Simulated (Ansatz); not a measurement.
**Single-point calculation of WSe₂**

System: WSe₂ (slab, 9 atoms in the cell).
Method: DFT PBE+D3(BJ), scalar-relativistic, plane waves, PAW, no spin polarisation (Ansatz 0.2.0).

The structure derives from an entry of the Crystallography Open Database. Figures and captions count atoms from 1; the log counts them from 0 in places.

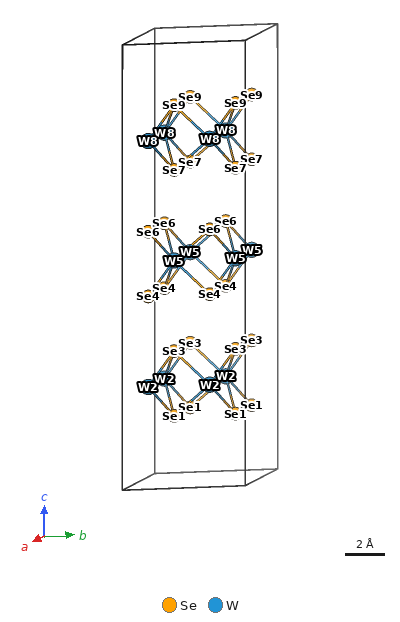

Fig. 1: The input geometry (ball-and-stick view of the 2 × 2 repeat of the cell, with the vacuum cut short, seen slightly off an axis; atoms are numbered from 1 in the order of the input). Near neighbours in the crystal (not all of them lie inside the picture): Se has 3 W at 2.53 Å; W has 6 Se at 2.53 Å.

### Input file
```yaml
crystal:
  lattice:
    - [3.2790157165, 0.0, 0.0]
    - [-1.6395078583, 2.8397109099, 0.0]
    - [0.0, 0.0, 58.3145859417]
  atoms:
    - { symbol: Se, position: [0.3333333333, 0.6666666667, 0.3614643943] }
    - { symbol: W, position: [0.6666666667, 0.3333333333, 0.3903489993] }
    - { symbol: Se, position: [0.3333333333, 0.6666666667, 0.4192336042] }
    - { symbol: Se, position: [0.6666666667, 0.3333333333, 0.471115395] }
    - { symbol: W, position: [0.3333333333, 0.6666666667, 0.5] }
    - { symbol: Se, position: [0.6666666667, 0.3333333333, 0.528884605] }
    - { symbol: Se, position: [0.3333333333, 0.6666666667, 0.5807663958] }
    - { symbol: W, position: [0.6666666667, 0.3333333333, 0.6096510007] }
    - { symbol: Se, position: [0.3333333333, 0.6666666667, 0.6385356057] }
  periodic: [true, true, false]
basis:
  ecutwfc: 420
kpoints:
  mp_grid: { grid: [6, 6, 1] }
hamiltonian:
  xc: pbe
  dispersion: d3bj
scf:
  occupations: { method: gaussian, width: 0.1 }
output:
  forces: true
  stress: true
  eigenvalues: true
```

Hardware: 8 threads of Arm Neoverse V1, 24 GiB of memory available, shared host.

Launch command:
```bash
ansatz run input.yaml --threads 8 --pin off --max-ram 22528MiB --backend cpu --events-out ev --progress --plain --runs-dir out
```

### The program's output
```
Engine: ansatz 0.2.0, aarch64-unknown-linux-gnu
Pseudopotentials: kind: paw
Pseudopotential: Se, paw, valence charge 16, recommended cutoff 420 eV (normal), Se.paw.azcp
Pseudopotential: W, paw, valence charge 14, recommended cutoff 420 eV (normal), W.paw.azcp
Functional definition: PBE
  parameter kappa = 0.804
  parameter beta = 0.06672455060314922
  exchange = pbe_x(kappa = kappa, mu = beta*pi^2/3)
  correlation = pbe_c(beta = beta)
Crystal: 9 atoms, lattice volume = 542.994 Å³
Basis set: ecut = 420 eV, 10815 PW (Γ), exchange–correlation on 48×48×800 points (8 copies of the dense FFT grid, shifted against one another)
Bands: 83, of which v1, the nominal top of the filled ones, is band 69 counted from 1 (68 counted from 0)
Symmetry: 12 space group operations
Space group: P-6m2 (ITA 187), of the structure as read, at distance tolerance 8.2e-5 Å
k-points: 7 of 36 (time reversal used)
Non-local potential: Se, projectors of the file, l = 0: 2, l = 1: 2, l = 2: 3, l = 3: 1
Non-local potential: W, projectors of the file, l = 0: 3, l = 1: 2, l = 2: 2, l = 3: 1
PAW form: soft (Blöchl's): semilocal exchange-correlation on the pseudo side does not see the compensation charge
PAW one-centre angular grid: Se, 590 points (default); XC on 64 Gauss nodes
PAW one-centre angular grid: W, 590 points (default); XC on 64 Gauss nodes
Initial density: superposition of atomic densities (neutral atoms: chi_scale 0, normalization atom), corrected by the library's trained network
Initial wavefunctions: pseudopotential atomic-orbital guess
Functional: x = pbe(κ = 0.804, μ = 0.2195149727645171), c = pbe(β = 0.06672455060314922)
SCF iter   1: F=—  HF=-63977.635103 eV  |F-HF|=—  |Δ(HF+E_count)|=         —  Δρ=2.69e-3  dr2=7.73e-2  ethr=1.77e-3  ⟨swp⟩=13.0  Hψ=3102  notcnv=0
preconditioner: auto → Resta (q_TF=auto, 2.171 Å⁻¹)  ε∞=2.8  [insulator: Δε(μ)=1.062 eV  Ē_g=8.721 eV  σ=0.100 eV  W_gap=1.00  n_scr=40 (ndim 8)  ℏωp=11.7 eV  f_vac=0.665  D(μ)=0.00/eV (n_scr^D=0)  ε∞_Penn≈2.8  vacuum switching on, ρ_ref=5.5e-3 e/Å³]
SCF iter   2: F=—  HF=-63977.653178 eV  |F-HF|=—  |Δ(HF+E_count)|=   1.81e-2  Δρ=1.91e-3  dr2=1.24e-1  ethr=5.60e-5  ⟨swp⟩=3.3  Hψ=1426  notcnv=0  defer=28
SCF iter   3: F=—  HF=-63977.645868 eV  |F-HF|=—  |Δ(HF+E_count)|=   7.31e-3  Δρ=1.13e-3  dr2=4.38e-3  ethr=5.60e-5  ⟨swp⟩=3.0  Hψ=858  notcnv=0  defer=28
SCF iter   4: F=—  HF=-63977.649486 eV  |F-HF|=—  |Δ(HF+E_count)|=   3.62e-3  Δρ=1.51e-4  dr2=1.24e-4  ethr=3.18e-6  ⟨swp⟩=3.6  Hψ=932  notcnv=0  defer=28
SCF iter   5: F=—  HF=-63977.649542 eV  |F-HF|=—  |Δ(HF+E_count)|=   5.56e-5  Δρ=5.79e-5  dr2=3.75e-5  ethr=8.96e-8  ⟨swp⟩=4.1  Hψ=1151  notcnv=0  defer=28
SCF iter   6: F=—  HF=-63977.649221 eV  |F-HF|=—  |Δ(HF+E_count)|=   3.21e-4  Δρ=2.36e-5  dr2=3.76e-6  ethr=2.72e-8  ⟨swp⟩=3.1  Hψ=838  notcnv=0  defer=27
SCF iter   7: F=—  HF=-63977.649223 eV  |F-HF|=—  |Δ(HF+E_count)|=   2.30e-6  Δρ=8.64e-6  dr2=8.06e-7  ethr=2.72e-9  ⟨swp⟩=3.6  Hψ=1180  notcnv=0  defer=27
SCF iter   8: F=—  HF=-63977.649224 eV  |F-HF|=—  |Δ(HF+E_count)|=   5.45e-7  Δρ=4.68e-6  dr2=4.30e-7  ethr=5.84e-10  ⟨swp⟩=3.0  Hψ=867  notcnv=0  defer=27
SCF iter   9: F=-63977.649224 eV  HF=-63977.649224 eV  |F-HF|=3.21e-8  |Δ(HF+E_count)|=   2.85e-8  Δρ=1.63e-6  dr2=2.41e-8  ethr=7.25e-11  ⟨swp⟩=18.4  Hψ=3597  notcnv=0
SCF 1 converged in 9 iterations: F = -63977.649224 eV  dr2 = 2.41e-8
  greatest PAW one-centre occupation: 1.000 electrons in one spin orbital (limit 2), on the Se atom at site 3 (counted from 0), in its partial waves of l = 2
SCF converged after 9 iterations
Free energy (F): -63977.649224 eV
Harris-Foulkes:  -63977.649224 eV  (|F-HF|=3.21e-8)
Internal energy: -63977.649224 eV  (E = F + TS)
E sigma→0 (E₀):  -63977.649224 eV
Fermi energy:    -4.282231 eV
--- Per-component energies (eV) ---
  E_band       = -4969.156193
  E_kinetic    = 2069.243251
  E_local      = -1556247.721147  (includes V_loc(G=0)·N_el)
  E_nonlocal   = -3569.633797
  E_hartree    = 776576.738778
  E_xc         = -1429.830983
  E_vxc        = -1310.670618  (∫ρ·V_xc dr)
  E_paw        = -37156.669251  (= ΣΔE_a)
  E_vpaw       = 936.147725  (= ΣTr[D̂ρ^β])
  E_aug_tail   = -0.003761  (compensation charges beyond the density's cutoff)
  E_ewald      = 755784.078168
  E_disp       = -3.850482  (pairwise vdW)
  E_smearing   = -0.000000  (= −TS)
  E_closure    = -0.000000  (closes the sum)
  Σ components = -63977.649224   (vs F -63977.649224, Δ=0.00e0)
--- Forces (eV/Å), atoms counted from 1 ---
  atom   1  Se     0.00000000    -0.00000000    -0.03182784
  atom   2  W     -0.00000000     0.00000000     0.00909019
  atom   3  Se     0.00000000    -0.00000000     0.02095538
  atom   4  Se    -0.00000000     0.00000000    -0.00000580
  atom   5  W      0.00000000    -0.00000000    -0.00000000
  atom   6  Se    -0.00000000     0.00000000     0.00000580
  atom   7  Se     0.00000000    -0.00000000    -0.02095538
  atom   8  W     -0.00000000     0.00000000    -0.00909019
  atom   9  Se     0.00000000    -0.00000000     0.03182784
  max |Σ_I F_I| component: 1.85e-17 eV/Å
--- 2D stress c σ (N/m, compression-positive) ---
        0.430204       0.000000       0.000000
        0.000000       0.430204       0.000000
        0.000000       0.000000       0.000000
  P = ½ c Tr σ = 0.4302 N/m
--- Band table (eV; the first three rows and the last of 7) ---
  k-point 0: bands = ["-79.0054", "-79.0025", "-79.0025", "-52.6208", "-52.6208", "-52.6202", "-52.6202", "-52.6128", "-52.6128", "-52.6128", "-52.6128", "-52.5941", "-52.5941", "-52.5941", "-52.5941", "-52.5938", "-52.5938", "-52.5927", "-52.5927", "-52.5857", "-52.5857", "-52.5857", "-52.5857", "-52.5828", "-52.5809", "-52.5744", "-52.5744", "-52.5614", "-52.5614", "-52.5614", "-52.5614", "-52.5479", "-52.5479", "-43.3012", "-43.2983", "-43.2983", "-43.1553", "-43.1553", "-43.1514", "-43.1514", "-43.1514", "-43.1514", "-20.0509", "-19.9307", "-19.8185", "-18.8668", "-18.6643", "-18.5052", "-11.8423", "-11.4095", "-10.9395", "-8.1902", "-7.3739", "-7.3733", "-7.3733", "-7.3576", "-7.3576", "-7.3535", "-7.3535", "-6.4246", "-6.2559", "-6.2559", "-6.2231", "-6.2231", "-6.2040", "-6.2040", "-5.7404", "-5.0981", "-4.8233", "-2.1119", "-2.1119", "-2.0959", "-2.0959", "-2.0471", "-2.0471", "-1.9838 (-1.9838°)", "-1.9838 (-1.9838°)", "-1.8949 (-1.8949°)", "-1.8949 (-1.8949°)", "-1.8283 (-1.8283°)", "-1.8283 (-1.8283°)", "-0.6275", "-0.6005"]
  k-point 1: bands = ["-79.0027", "-78.9998", "-78.9998", "-52.6206", "-52.6204", "-52.6196", "-52.6191", "-52.6128", "-52.6128", "-52.6116", "-52.6116", "-52.5941", "-52.5941", "-52.5940", "-52.5940", "-52.5934", "-52.5929", "-52.5929", "-52.5928", "-52.5862", "-52.5862", "-52.5859", "-52.5859", "-52.5823", "-52.5803", "-52.5739", "-52.5739", "-52.5619", "-52.5619", "-52.5616", "-52.5616", "-52.5474", "-52.5474", "-43.2887", "-43.2857", "-43.2857", "-43.2164", "-43.2124", "-43.2124", "-43.1695", "-43.1655", "-43.1655", "-19.6396", "-19.5224", "-19.4109", "-18.6360", "-18.4519", "-18.3115", "-11.3287", "-10.9121", "-10.4389", "-8.5934", "-8.4903", "-8.4466", "-8.4283", "-8.0200", "-7.6530", "-7.0031", "-6.9772", "-6.9558", "-6.8623", "-6.8219", "-6.7985", "-6.5672", "-6.4404", "-6.1074", "-5.7871", "-5.5283", "-5.4630", "-3.0672", "-2.8913", "-2.6644", "-2.5337", "-2.4906", "-2.3673", "-2.3075", "-2.2529", "-2.1879", "-1.5656", "-1.4656 (-1.4656°)", "-1.3993", "0.0680", "0.0687"]
  k-point 2: bands = ["-78.9973", "-78.9944", "-78.9944", "-52.6209", "-52.6202", "-52.6173", "-52.6169", "-52.6129", "-52.6129", "-52.6093", "-52.6093", "-52.5947", "-52.5945", "-52.5944", "-52.5941", "-52.5941", "-52.5930", "-52.5906", "-52.5906", "-52.5871", "-52.5871", "-52.5862", "-52.5862", "-52.5812", "-52.5790", "-52.5727", "-52.5727", "-52.5628", "-52.5628", "-52.5619", "-52.5619", "-52.5462", "-52.5462", "-43.3367", "-43.3327", "-43.3327", "-43.2635", "-43.2606", "-43.2606", "-43.1977", "-43.1938", "-43.1938", "-18.6355", "-18.5389", "-18.4417", "-18.0809", "-17.9550", "-17.8704", "-10.7631", "-10.5906", "-10.4400", "-9.9791", "-9.8820", "-9.4914", "-9.4829", "-9.2395", "-9.1009", "-7.7413", "-7.6906", "-7.6538", "-7.3341", "-7.1229", "-6.8524", "-6.4268", "-6.3038", "-6.2974", "-6.2261", "-6.2229", "-6.1644", "-3.1479", "-2.9071", "-2.8091", "-2.7291", "-2.6558", "-2.6038", "-2.0379", "-1.6544", "-1.2209", "-1.0177", "-0.8142", "-0.6421", "0.6673", "0.8691"]
  k-point 6: bands = ["-78.9932", "-78.9904", "-78.9904", "-52.6190", "-52.6177", "-52.6176", "-52.6175", "-52.6106", "-52.6106", "-52.6099", "-52.6099", "-52.5958", "-52.5949", "-52.5940", "-52.5938", "-52.5918", "-52.5918", "-52.5911", "-52.5911", "-52.5873", "-52.5873", "-52.5868", "-52.5868", "-52.5805", "-52.5782", "-52.5720", "-52.5720", "-52.5630", "-52.5630", "-52.5625", "-52.5625", "-52.5455", "-52.5455", "-43.3362", "-43.3322", "-43.3322", "-43.3096", "-43.3056", "-43.3056", "-43.2445", "-43.2417", "-43.2416", "-17.5961", "-17.5754", "-17.5753", "-17.5151", "-17.4840", "-17.4840", "-10.6044", "-10.5099", "-10.4526", "-10.4249", "-10.4112", "-10.3958", "-9.6073", "-9.4692", "-9.3659", "-9.0676", "-9.0291", "-8.8134", "-8.5633", "-8.3666", "-8.2484", "-7.5049", "-7.4108", "-7.3726", "-5.1864", "-5.0790", "-4.9743", "-3.3706", "-3.3639", "-3.3637", "-2.8058", "-2.3390", "-1.8487", "-1.6462", "-1.6187", "-1.5374", "-0.2929", "-0.2227", "-0.0619", "0.8854", "0.8932"]
  ° read free of the cell's end (the report's vacuum.weakly_bound_levels)
```

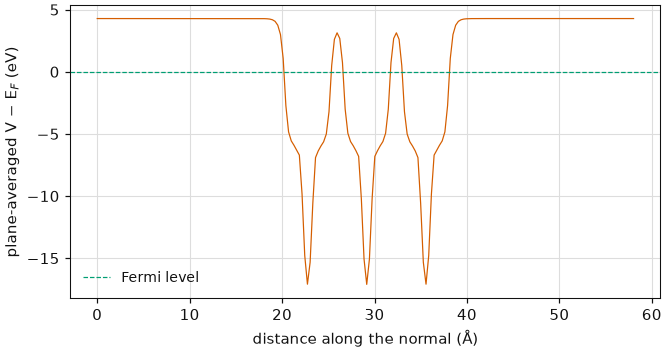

Fig. 2: Plane average of the electrostatic potential energy of an electron across the cell, from the Fermi level. The vacuum level lies 4.28 eV above the Fermi level.

### Key numbers

| quantity | value |
| --- | --- |
| outcome | converged |
| electrons treated | 138 |
| free energy | −63977.6492 eV |
| work function, top face | 4.28 eV |
| work function, bottom face | 4.28 eV |
| Fermi energy | −4.282 eV |
| gap on the k-point mesh | 1.10 eV |
| work function (upper face) | 4.28 eV |
| largest force (length of the vector) | 0.032 eV/Å |
| wall time | 5.6 s (CPU time 42 s) |
| peak memory | 1.6 GiB |

### Remarks

Spin–orbit coupling is left out, which matters for W.
